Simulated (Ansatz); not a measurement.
**Mg: band-structure calculation**

System: Mg (Fd-3m, 2 atoms in the cell).
Method: DFT, PBE, all-electron LAPW, non-relativistic, no spin polarisation (Ansatz 0.2.0).

It belongs to a series of runs on one base structure; here: no relativity. Figures and captions count atoms from 1; the log counts them from 0 in places.

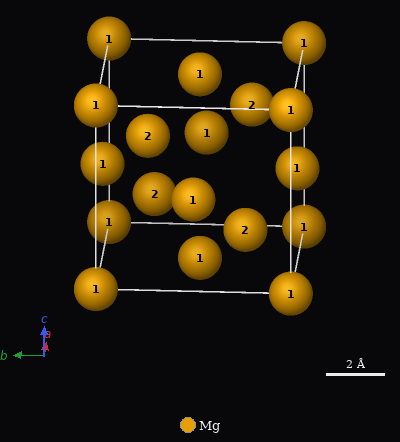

Fig. 1: The structure (spheres-only view of the cell 4 times as large as that of the calculation, set on its symmetry axes, seen at an oblique angle; atoms are numbered from 1 in the order of the input).

## Input file
```yaml
crystal:
  lattice:
    - [0.0, 3.4275338026, 3.4275338026]
    - [3.4275338026, 0.0, 3.4275338026]
    - [3.4275338026, 3.4275338026, 0.0]
  atoms:
    - { symbol: Mg, position: [0.0, 0.0, 0.0] }
    - { symbol: Mg, position: [0.25, 0.25, 0.25] }
kpoints:
  mp_grid: { grid: [9, 9, 9] }
  band_path:
    path:
      - [0.0, 0.0, 0.0]
      - [0.5, 0.0, 0.5]
      - [0.625, 0.25, 0.625]
      - [0.375, 0.375, 0.75]
      - [0.0, 0.0, 0.0]
      - [0.5, 0.5, 0.5]
      - [0.5, 0.25, 0.75]
      - [0.5, 0.0, 0.5]
    npoints: 5
scf:
  occupations: { method: fermi_dirac, width: 0.08 }
hamiltonian:
  xc: pbe
  pseudopotentials:
    kind: all_electron
    lapw: { basis_error: 0.0005 }
    relativity: none
output:
  forces: true
  stress: true
  eigenvalues: true
```

Run as:
```bash
ansatz run input.yaml --threads 1 --pin off --max-ram 2048MiB --backend cpu --events-out ev --progress --plain --runs-dir out
```

## The program's output
```
LAPW: plane waves up to 6.169 Å⁻¹, error target 5.0e-4 eV per atom; Mg in spheres of 1.484 Å, 10 of its electrons in bands, Dirac shells [] (how accurate: hamiltonian.pseudopotentials.lapw.basis_error, Limitations)
Engine: ansatz 0.2.0, aarch64-unknown-linux-gnu
Pseudopotentials: kind: all_electron
Pseudopotential: Mg, LAPW, valence charge 10, lapw/all_electron/none/Mg, Schrödinger's equation, point nucleus
Functional definition: PBE
  parameter kappa = 0.804
  parameter beta = 0.06672455060314922
  exchange = pbe_x(kappa = kappa, mu = beta*pi^2/3)
  correlation = pbe_c(beta = beta)
Crystal: 2 atoms, lattice volume = 80.533 Å³
Basis set: ecut = 144.98810631001854 eV, 331 PW (Γ), exchange–correlation at level 2
Bands: 14, of which v1, the nominal top of the filled ones, is band 10 counted from 1 (9 counted from 0)
Symmetry: 48 space group operations
Space group: Fd-3m (ITA 227), of the structure as read, at distance tolerance 4.3e-5 Å
k-points: 35 of 729
Non-local potential: Mg, projectors of the file, none
Initial density: superposition of atomic densities (chi_scale 0.1, normalization cell)
Initial wavefunctions: plane waves of lowest kinetic energy (no species holds an atomic orbital)
Functional: x = pbe(κ = 0.804, μ = 0.2195149727645171), c = pbe(β = 0.06672455060314922)
iter 1 solved again at ethr=1.25e-4 eV; its pass at ethr=1.00e-1 eV (dr2=2.51e-2 eV) is discarded
SCF iter   1: F=—  HF=-10883.599146 eV  |F-HF|=—  |Δ(HF+E_count)|=         —  Δρ=4.80e-3  dr2=2.52e-2  ethr=1.25e-4  ⟨swp⟩=3.1  Hψ=3325  notcnv=0
preconditioner: auto → Kerker (q_TF=auto, 2.163 Å⁻¹)  [metal: Δε(μ)=0.159 eV  Ē_g=4.875 eV  σ=0.080 eV  W_gap=0.38  n_scr=14 (ndim 8)  ℏωp=8.3 eV  f_vac=0.027  D(μ)=1.07/eV (n_scr^D=0)]
SCF iter   2: F=—  HF=-10883.598444 eV  |F-HF|=—  |Δ(HF+E_count)|=   7.02e-4  Δρ=3.22e-3  dr2=1.24e-2  ethr=1.25e-4  ⟨swp⟩=2.0  Hψ=1332  notcnv=0
SCF iter   3: F=—  HF=-10883.599491 eV  |F-HF|=—  |Δ(HF+E_count)|=   1.05e-3  Δρ=9.69e-4  dr2=1.74e-3  ethr=6.19e-5  ⟨swp⟩=2.9  Hψ=1438  notcnv=0
SCF iter   4: F=—  HF=-10883.600282 eV  |F-HF|=—  |Δ(HF+E_count)|=         —  Δρ=3.46e-4  dr2=3.19e-4  ethr=8.71e-6  ⟨swp⟩=3.0  Hψ=1433  notcnv=0
the basis was enlarged: its passes take 40.9 KiB over the memory plan, 1 of 1 planned eigensolver slots
SCF iter   5: F=—  HF=-10883.600312 eV  |F-HF|=—  |Δ(HF+E_count)|=   2.96e-5  Δρ=1.78e-4  dr2=5.37e-5  ethr=1.59e-6  ⟨swp⟩=3.0  Hψ=1429  notcnv=0
iter 6 solved again at ethr=7.00e-9 eV; its pass at ethr=2.68e-7 eV (dr2=1.40e-6 eV) is discarded
SCF iter   6: F=—  HF=-10883.600335 eV  |F-HF|=—  |Δ(HF+E_count)|=   2.29e-5  Δρ=3.53e-5  dr2=1.40e-6  ethr=7.00e-9  ⟨swp⟩=2.0  Hψ=2406  notcnv=0
SCF iter   7: F=-10883.600336 eV  HF=-10883.600336 eV  |F-HF|=9.03e-8  |Δ(HF+E_count)|=   1.48e-6  Δρ=8.27e-6  dr2=5.36e-8  ethr=6.99e-9  ⟨swp⟩=3.0  Hψ=1418  notcnv=0
SCF 1 converged in 7 iterations: F = -10883.600336 eV  dr2 = 5.36e-8
```

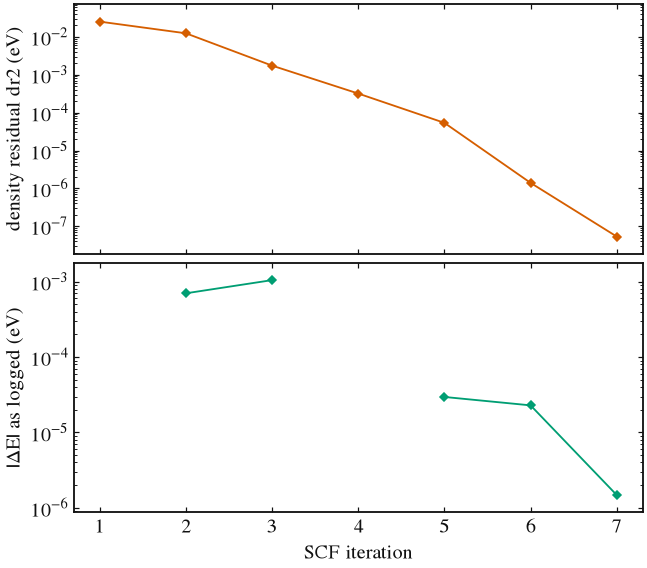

Fig. 2: Convergence of the self-consistent field: density residual dr2 and size of the energy change against the SCF iteration. The residual falls at every step.

```
NSCF: frozen V_eff on 36 k-points
SCF converged after 7 iterations
Free energy (F): -10883.600336 eV
Harris-Foulkes:  -10883.600336 eV  (|F-HF|=9.03e-8)
Internal energy: -10883.575655 eV  (E = F + TS)
E sigma→0 (E₀):  -10883.587996 eV
Entropy (-TS):   -0.024681 eV (-12.340 meV/atom)
Fermi energy:    1.675325 eV
--- Per-component energies (eV) ---
  E_band       = -797.089213
  E_kinetic    = 10863.299237
  E_xc         = -890.613064
  E_electrostatic = -20856.261828  (all electrons and nuclei)
  E_smearing   = -0.024681  (= −TS)
  E_closure    = 0.000000  (closes the sum)
  E_atoms      = -10882.111738  (free atoms, spherical and without spin; not in F)
  Σ components = -10883.600336   (vs F -10883.600336, Δ=0.00e0)
  Basis errors (estimates in eV, not in F): energy 2.2e-4 per atom: plane waves 2.0e-4 (1.2e-4 summed), levels above the bands 1.3e-25, relativity 0.0e0, radial functions 1.3e-5, core shells 5.3e-16; eigenvalues (radial functions only) 3.6e-7; not estimated: angular momenta, meshes, grids; target (lapw.basis_error) 5.0e-4; muffin-tin radii Mg 1.484 Å
--- Forces (eV/Å), atoms counted from 1 ---
  atom   1  Mg    -0.00000000     0.00000000     0.00000000
  atom   2  Mg    -0.00000000    -0.00000000     0.00000000
  max |Σ_I F_I| component: 9.25e-18 eV/Å
--- Stress (GPa, compression-positive) ---
        0.052224       0.000000      -0.000000
        0.000000       0.052224      -0.000000
       -0.000000      -0.000000       0.052224
  P = ⅓ Tr σ = 0.0522 GPa (0.522 kbar)
--- Band table (eV; the first three rows and the last of 35) ---
  k-point 0: bands = ["-74.3912", "-74.3858", "-41.4943", "-41.4943", "-41.4943", "-41.4747", "-41.4747", "-41.4747", "-3.2480", "4.8647", "4.8647", "4.8647", "5.9309", "5.9309"]
  k-point 1: bands = ["-74.3911", "-74.3859", "-41.4945", "-41.4945", "-41.4941", "-41.4748", "-41.4745", "-41.4745", "-3.1368", "3.8387", "4.6462", "4.6462", "6.0712", "6.2354"]
  k-point 2: bands = ["-74.3908", "-74.3862", "-41.4950", "-41.4950", "-41.4937", "-41.4753", "-41.4740", "-41.4740", "-2.8070", "2.3691", "4.3319", "4.3319", "5.8597", "6.5178"]
  k-point 34: bands = ["-74.3889", "-74.3882", "-41.4978", "-41.4974", "-41.4862", "-41.4829", "-41.4716", "-41.4713", "-0.5802", "0.2228", "1.4965", "1.9720", "6.4691", "6.5633"]
```

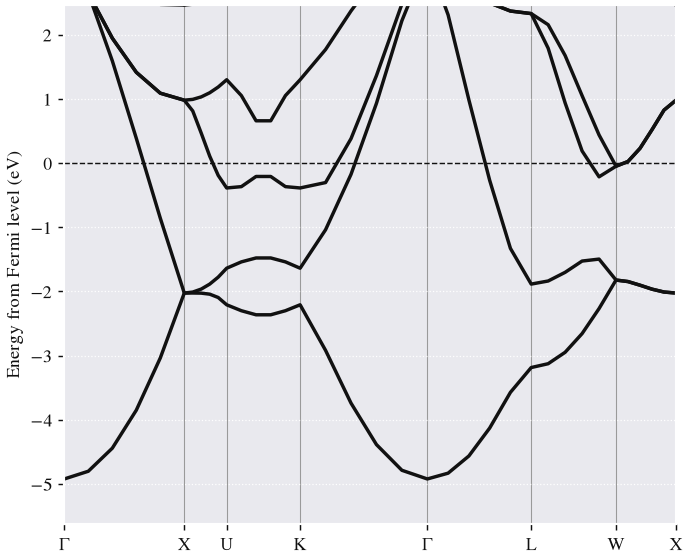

Fig. 3: Band structure along Γ–X–U–K–Γ–L–W–X, with energies from the Fermi level. Bands cross the Fermi level: a metal at this level of theory.

## Key numbers

```json
{"quantity": "outcome", "value": "converged"}
{"quantity": "space group (tolerance 0.01 Å)", "value": "Fd-3m (227)"}
{"quantity": "electrons in bands (core shells apart)", "value": "20"}
{"quantity": "free energy", "value": "−10883.6003 eV"}
{"quantity": "Fermi energy", "value": "1.675 eV"}
{"quantity": "pressure", "value": "0.05 GPa"}
{"quantity": "electronic character", "value": "metal"}
{"quantity": "largest force (length of the vector)", "value": "under 0.001 eV/Å"}
{"quantity": "hardware", "value": "1 thread of an Arm (aarch64) CPU, shared host"}
{"quantity": "wall time", "value": "4 s"}
{"quantity": "peak memory", "value": "0.22 GiB"}
```
